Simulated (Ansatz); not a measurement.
# Run report: Co, geometry relaxation (part 1 of 2)

Co (Fm-3m, 1 atom in the cell), computed with DFT PBE, scalar-relativistic, plane waves, PAW, spin-polarised (Ansatz 0.2.0).

The structure derives from a Materials Project entry. Figures and captions count atoms from 1; the log counts them from 0 in places.

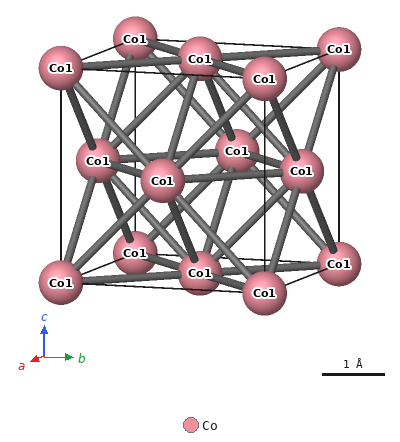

The structure as given in the input (ball-and-stick view of the cell 4 times as large as that of the calculation, set on its symmetry axes, seen slightly off an axis; atoms are numbered from 1 in the order of the input). Near neighbours in the crystal (not all of them lie inside the picture): Co has 12 Co at 2.48 Å.

Key numbers

| quantity | value |
| --- | --- |
| outcome | converged |
| space group (tolerance 0.01 Å) | Fm-3m (225) |
| electrons treated | 17 |
| free energy | −5126.1393 eV |
| Fermi energy | 18.694 eV |
| gap on the k-point mesh | none (metallic) |
| net moment of the cell | 1.64 μB |
| integrated absolute moment | 1.79 μB |
| pressure | 0.01 GPa |
| final volume | 10.90 Å³ |
| largest force (length of the vector) at the end | under 0.001 eV/Å |
| final cell | a = 2.489 Å, b = 2.489 Å, c = 2.489 Å, α = 60.00°, β = 60.00°, γ = 60.00° |
| hardware | 1 thread of Arm Neoverse V2, 240 GiB of memory available, shared host |
| wall time | 26 s |
| peak memory | 0.4 GiB |

The input
```yaml
crystal:
  lattice:
    - [0.0, 1.7566572351, 1.7566572351]
    - [1.7566572351, 0.0, 1.7566572351]
    - [1.7566572351, 1.7566572351, 0.0]
  atoms:
    - { symbol: Co, position: [0.0, 0.0, 0.0], spin: 1.94 }
basis:
  ecutwfc: 420
kpoints:
  mp_grid: { grid: [20, 20, 20] }
hamiltonian:
  xc: pbe
scf:
  occupations: { method: gaussian, width: 0.1 }
output:
  forces: true
  stress: true
  eigenvalues: true
  populations: true
magnetization:
  spin_polarized: true
relax:
  adjacent_minimum: "off"
  f_tol: 0.005
  max_steps: 80
  cell: { stress_tol: 0.05 }
```

Launch command:
```bash
ansatz run input.yaml --threads 1 --pin off --max-ram 2560MiB --backend cpu --events-out ev --progress --plain --runs-dir out
```

What the program printed
```
Engine: ansatz 0.2.0, aarch64-unknown-linux-gnu
Pseudopotentials: kind: paw
Pseudopotential: Co, paw, valence charge 17, recommended cutoff 420 eV (normal), Co.paw.azcp
Functional definition: PBE
  parameter kappa = 0.804
  parameter beta = 0.06672455060314922
  exchange = pbe_x(kappa = kappa, mu = beta*pi^2/3)
  correlation = pbe_c(beta = beta)
Crystal: 1 atoms, lattice volume = 10.842 Å³
Basis set: ecut = 420 eV, 181 PW (Γ), exchange–correlation on 36×36×36 points (8 copies of the dense FFT grid, shifted against one another)
Bands: 14, of which v1, the nominal top of the filled ones, is band 9 counted from 1 (8 counted from 0)
Symmetry: 48 space group operations
Space group: Fm-3m (ITA 225), of the structure as read, at distance tolerance 2.2e-5 Å
Magnetic group: BNS 225.116 (UNI 1618), of the structure as read, at distance tolerance 2.2e-5 Å
k-points: 256 of 8000
Non-local potential: Co, projectors of the file, l = 0: 3, l = 1: 2, l = 2: 3, l = 3: 1
PAW form: soft (Blöchl's): semilocal exchange-correlation on the pseudo side does not see the compensation charge
PAW one-centre angular grid: Co, 590 points (default); XC on 64 Gauss nodes
Initial density: superposition of atomic densities (chi_scale 0.1, normalization cell)
Starting moments: Σ|m| = 1.94 μB on 1 of 1 site
Initial wavefunctions: pseudopotential atomic-orbital guess
Functional: x = pbe(κ = 0.804, μ = 0.2195149727645171), c = pbe(β = 0.06672455060314922)
SCF iter   1: F=—  HF=-5125.886895 eV  |F-HF|=—  |Δ(HF+E_count)|=         —  Δρ=1.03e-1 (↑4.80e-2 ↓1.03e-1)  dr2=1.41e0  dr2_m=8.41e-2  M=1.796 μB ∫|m|=1.868 μB  β_m=0.30  ethr=3.10e-3  ⟨swp⟩=5.1  Hψ=34896  notcnv=0
Mixer restart at iter 1: flushing history
preconditioner: auto → none  [metal: Δε(μ)=0.003 eV  Ē_g=15.256 eV  σ=0.100 eV  W_gap=0.02  n_scr=0 (ndim 8)  ℏωp=33.8 eV  f_vac=0.000  D(μ)=1.30/eV (n_scr^D=14)]
SCF iter   2: F=—  HF=-5125.355038 eV  |F-HF|=—  |Δ(HF+E_count)|=   5.32e-1  Δρ=4.99e-2 (↑4.99e-2 ↓1.08e-2)  dr2=1.16e-1  dr2_m=6.79e-2  M=1.789 μB ∫|m|=1.880 μB  β_m=0.28  ethr=3.10e-3  ⟨swp⟩=2.9  Hψ=17768  notcnv=0  defer=426
SCF iter   3: F=—  HF=-5125.614440 eV  |F-HF|=—  |Δ(HF+E_count)|=         —  Δρ=1.94e-2 (↑1.94e-2 ↓1.04e-2)  dr2=1.02e-2  dr2_m=1.81e-2  M=1.731 μB ∫|m|=1.829 μB  β_m=0.28  ethr=6.84e-4  ⟨swp⟩=2.5  Hψ=13905  notcnv=0  defer=413
Mixer restart at iter 3: flushing history
SCF iter   4: F=—  HF=-5125.811211 eV  |F-HF|=—  |Δ(HF+E_count)|=   1.97e-1  Δρ=1.27e-2 (↑1.27e-2 ↓7.76e-3)  dr2=7.14e-3  dr2_m=7.74e-3  M=1.709 μB ∫|m|=1.817 μB  β_m=0.53  ethr=5.98e-5  ⟨swp⟩=2.3  Hψ=13117  notcnv=0  defer=409
SCF iter   5: F=—  HF=-5126.099802 eV  |F-HF|=—  |Δ(HF+E_count)|=   2.89e-1  Δρ=6.32e-3 (↑4.14e-3 ↓6.32e-3)  dr2=6.03e-3  dr2_m=9.88e-4  M=1.664 μB ∫|m|=1.797 μB  β_m=0.76  ethr=4.20e-5  ⟨swp⟩=2.0  Hψ=14382  notcnv=0  defer=410
SCF iter   6: F=—  HF=-5126.147214 eV  |F-HF|=—  |Δ(HF+E_count)|=   4.74e-2  Δρ=1.32e-2 (↑1.32e-2 ↓1.06e-2)  dr2=3.16e-2  dr2_m=1.78e-4  M=1.644 μB ∫|m|=1.791 μB  β_m=0.52  ethr=3.55e-5  ⟨swp⟩=2.0  Hψ=16755  notcnv=0  defer=421  recentre
SCF iter   7: F=—  HF=-5126.138974 eV  |F-HF|=—  |Δ(HF+E_count)|=   8.24e-3  Δρ=1.57e-3 (↑5.42e-4 ↓1.57e-3)  dr2=1.47e-4  dr2_m=9.01e-5  M=1.643 μB ∫|m|=1.790 μB  β_m=0.41  ethr=3.55e-5  ⟨swp⟩=2.0  Hψ=14403  notcnv=0  defer=415
SCF iter   8: F=—  HF=-5126.138982 eV  |F-HF|=—  |Δ(HF+E_count)|=   8.30e-6  Δρ=5.28e-4 (↑3.92e-4 ↓5.28e-4)  dr2=3.78e-6  dr2_m=2.03e-5  M=1.643 μB ∫|m|=1.790 μB  β_m=0.70  ethr=8.63e-7  ⟨swp⟩=1.0  Hψ=8327  notcnv=0  defer=414
SCF iter   9: F=—  HF=-5126.139081 eV  |F-HF|=—  |Δ(HF+E_count)|=   9.87e-5  Δρ=7.82e-5 (↑5.71e-5 ↓7.82e-5)  dr2=1.02e-6  dr2_m=6.48e-8  M=1.642 μB ∫|m|=1.790 μB  β_m=0.58  ethr=2.22e-8  ⟨swp⟩=2.0  Hψ=11626  notcnv=0  defer=414
SCF iter  10: F=—  HF=-5126.139081 eV  |F-HF|=—  |Δ(HF+E_count)|=   1.79e-7  Δρ=3.88e-5 (↑3.28e-5 ↓3.88e-5)  dr2=2.73e-7  dr2_m=2.42e-8  M=1.642 μB ∫|m|=1.790 μB  β_m=0.79  ethr=6.00e-9  ⟨swp⟩=1.0  Hψ=7168  notcnv=0  defer=414
SCF iter  11: F=—  HF=-5126.139081 eV  |F-HF|=—  |Δ(HF+E_count)|=   5.55e-7  Δρ=7.64e-6 (↑2.94e-6 ↓7.64e-6)  dr2=2.38e-9  dr2_m=1.51e-9  M=1.642 μB ∫|m|=1.790 μB  β_m=0.90  ethr=1.60e-9  ⟨swp⟩=2.0  Hψ=9518  notcnv=0  defer=414
SCF iter  12: F=-5126.139081 eV  HF=-5126.139081 eV  |F-HF|=1.64e-11  |Δ(HF+E_count)|=   2.42e-9  Δρ=4.78e-7 (↑4.40e-7 ↓4.78e-7)  dr2=2.18e-11  dr2_m=1.14e-11  M=1.642 μB ∫|m|=1.790 μB  ethr=1.40e-11  ⟨swp⟩=3.7  Hψ=25604  notcnv=0
SCF 1 converged in 12 iterations: F = -5126.139081 eV  dr2 = 2.18e-11
  greatest PAW one-centre occupation: 1.001 electrons in one spin orbital (limit 2), on the Co atom at site 0 (counted from 0), in its partial waves of l = 1
relax step   1: F+E_penalty+E_count = -5126.13908146 eV  Δ(F+E_penalty+E_count) = +0.000e0 eV  max|allowed force component| = 0.000e0 eV/Å  Δτ_max = 0.0000 Å  P = +1.293 GPa  Ω = 10.842 Å³  (12 SCF iters, dr2 threshold 1.00e-7 eV, accepted)
Crystal: 1 atoms, lattice volume = 10.876 Å³
Initial density: handed on by an earlier stage of this run
Starting moments: Σ|m| = 1.94 μB on 1 of 1 site; this step starts from the density that it was given
Initial wavefunctions: those handed on with the density
iter 1 solved again at ethr=5.67e-7 eV; its pass at ethr=3.10e-3 eV (dr2=9.64e-5 eV) is discarded
SCF iter   1: F=—  HF=-5126.139258 eV  |F-HF|=—  |Δ(HF+E_count)|=         —  Δρ=7.14e-4 (↑7.14e-4 ↓5.47e-4)  dr2=1.05e-4  dr2_m=1.38e-6  M=1.642 μB ∫|m|=1.791 μB  β_m=0.65  ethr=5.67e-7  ⟨swp⟩=2.4  Hψ=43581  notcnv=0
preconditioner: auto → none  [metal: Δε(μ)=0.006 eV  Ē_g=15.937 eV  σ=0.100 eV  W_gap=0.03  n_scr=0 (ndim 8)  ℏωp=33.8 eV  f_vac=0.000  D(μ)=1.18/eV (n_scr^D=14)]
SCF iter   2: F=—  HF=-5126.139263 eV  |F-HF|=—  |Δ(HF+E_count)|=   5.08e-6  Δρ=9.57e-4 (↑9.57e-4 ↓8.44e-4)  dr2=1.70e-4  dr2_m=4.08e-7  M=1.642 μB ∫|m|=1.791 μB  β_m=0.23  ethr=5.67e-7  ⟨swp⟩=2.0  Hψ=11564  notcnv=0
SCF iter   3: F=—  HF=-5126.139221 eV  |F-HF|=—  |Δ(HF+E_count)|=   4.14e-5  Δρ=2.69e-4 (↑2.48e-4 ↓2.69e-4)  dr2=1.12e-5  dr2_m=2.22e-7  M=1.642 μB ∫|m|=1.791 μB  β_m=0.61  ethr=5.67e-7  ⟨swp⟩=2.4  Hψ=10142  notcnv=0
SCF iter   4: F=—  HF=-5126.139236 eV  |F-HF|=—  |Δ(HF+E_count)|=   1.51e-5  Δρ=1.23e-4 (↑3.90e-5 ↓1.23e-4)  dr2=1.53e-6  dr2_m=2.55e-7  M=1.643 μB ∫|m|=1.791 μB  β_m=0.81  ethr=6.60e-8  ⟨swp⟩=2.4  Hψ=11428  notcnv=0
SCF iter   5: F=—  HF=-5126.139243 eV  |F-HF|=—  |Δ(HF+E_count)|=   6.88e-6  Δρ=5.65e-5 (↑2.42e-5 ↓5.65e-5)  dr2=3.55e-7  dr2_m=3.18e-8  M=1.643 μB ∫|m|=1.792 μB  β_m=0.90  ethr=9.00e-9  ⟨swp⟩=2.2  Hψ=10399  notcnv=0
SCF iter   6: F=—  HF=-5126.139244 eV  |F-HF|=—  |Δ(HF+E_count)|=   3.85e-7  Δρ=1.91e-5 (↑1.71e-5 ↓1.91e-5)  dr2=7.92e-8  dr2_m=4.81e-10  M=1.643 μB ∫|m|=1.792 μB  β_m=0.95  ethr=2.09e-9  ⟨swp⟩=2.0  Hψ=11571  notcnv=0
SCF iter   7: F=-5126.139244 eV  HF=-5126.139244 eV  |F-HF|=2.85e-8  |Δ(HF+E_count)|=   4.42e-8  Δρ=1.37e-5 (↑9.60e-6 ↓1.37e-5)  dr2=3.59e-8  dr2_m=5.64e-10  M=1.643 μB ∫|m|=1.792 μB  ethr=4.66e-10  ⟨swp⟩=2.1  Hψ=21257  notcnv=0
SCF 2 converged in 7 iterations: F = -5126.139244 eV  dr2 = 3.59e-8
relax step   2: F+E_penalty+E_count = -5126.13924375 eV  Δ(F+E_penalty+E_count) = -1.623e-4 eV  max|allowed force component| = 0.000e0 eV/Å  Δτ_max = 0.0000 Å  P = +0.591 GPa  Ω = 10.876 Å³  energy of the carried Pulay correction = -3.898e-5 eV  (7 SCF iters, dr2 threshold 1.00e-7 eV, accepted)
Crystal: 1 atoms, lattice volume = 10.905 Å³
iter 1 solved again at ethr=4.13e-7 eV; its pass at ethr=3.10e-3 eV (dr2=7.02e-5 eV) is discarded
SCF iter   1: F=—  HF=-5126.139276 eV  |F-HF|=—  |Δ(HF+E_count)|=         —  Δρ=6.09e-4 (↑6.09e-4 ↓4.64e-4)  dr2=7.64e-5  dr2_m=1.02e-6  M=1.644 μB ∫|m|=1.793 μB  β_m=0.65  ethr=4.13e-7  ⟨swp⟩=2.3  Hψ=43405  notcnv=0
preconditioner: auto → none  [metal: Δε(μ)=0.010 eV  Ē_g=15.908 eV  σ=0.100 eV  W_gap=0.06  n_scr=0 (ndim 8)  ℏωp=33.7 eV  f_vac=0.000  D(μ)=1.19/eV (n_scr^D=14)]
SCF iter   2: F=—  HF=-5126.139279 eV  |F-HF|=—  |Δ(HF+E_count)|=   3.19e-6  Δρ=8.11e-4 (↑8.11e-4 ↓7.13e-4)  dr2=1.22e-4  dr2_m=3.02e-7  M=1.644 μB ∫|m|=1.793 μB  β_m=0.23  ethr=4.13e-7  ⟨swp⟩=2.0  Hψ=11564  notcnv=0
SCF iter   3: F=—  HF=-5126.139249 eV  |F-HF|=—  |Δ(HF+E_count)|=   3.00e-5  Δρ=2.20e-4 (↑2.05e-4 ↓2.20e-4)  dr2=7.50e-6  dr2_m=1.54e-7  M=1.644 μB ∫|m|=1.793 μB  β_m=0.60  ethr=4.13e-7  ⟨swp⟩=2.4  Hψ=10160  notcnv=0
SCF iter   4: F=—  HF=-5126.139259 eV  |F-HF|=—  |Δ(HF+E_count)|=   1.03e-5  Δρ=1.07e-4 (↑3.40e-5 ↓1.07e-4)  dr2=1.16e-6  dr2_m=1.88e-7  M=1.644 μB ∫|m|=1.794 μB  β_m=0.80  ethr=4.41e-8  ⟨swp⟩=2.4  Hψ=11463  notcnv=0
SCF iter   5: F=—  HF=-5126.139264 eV  |F-HF|=—  |Δ(HF+E_count)|=   4.94e-6  Δρ=4.62e-5 (↑1.84e-5 ↓4.62e-5)  dr2=2.29e-7  dr2_m=2.38e-8  M=1.644 μB ∫|m|=1.794 μB  β_m=0.90  ethr=6.83e-9  ⟨swp⟩=2.2  Hψ=10870  notcnv=0
SCF iter   6: F=—  HF=-5126.139264 eV  |F-HF|=—  |Δ(HF+E_count)|=   2.21e-7  Δρ=1.71e-5 (↑1.49e-5 ↓1.71e-5)  dr2=6.33e-8  dr2_m=3.91e-10  M=1.644 μB ∫|m|=1.794 μB  β_m=0.95  ethr=1.35e-9  ⟨swp⟩=2.0  Hψ=11581  notcnv=0
SCF iter   7: F=-5126.139264 eV  HF=-5126.139264 eV  |F-HF|=3.41e-8  |Δ(HF+E_count)|=   5.10e-8  Δρ=1.55e-5 (↑1.01e-5 ↓1.55e-5)  dr2=4.30e-8  dr2_m=9.22e-10  M=1.644 μB ∫|m|=1.794 μB  ethr=3.72e-10  ⟨swp⟩=2.1  Hψ=21189  notcnv=0
SCF 3 converged in 7 iterations: F = -5126.139264 eV  dr2 = 4.30e-8
```
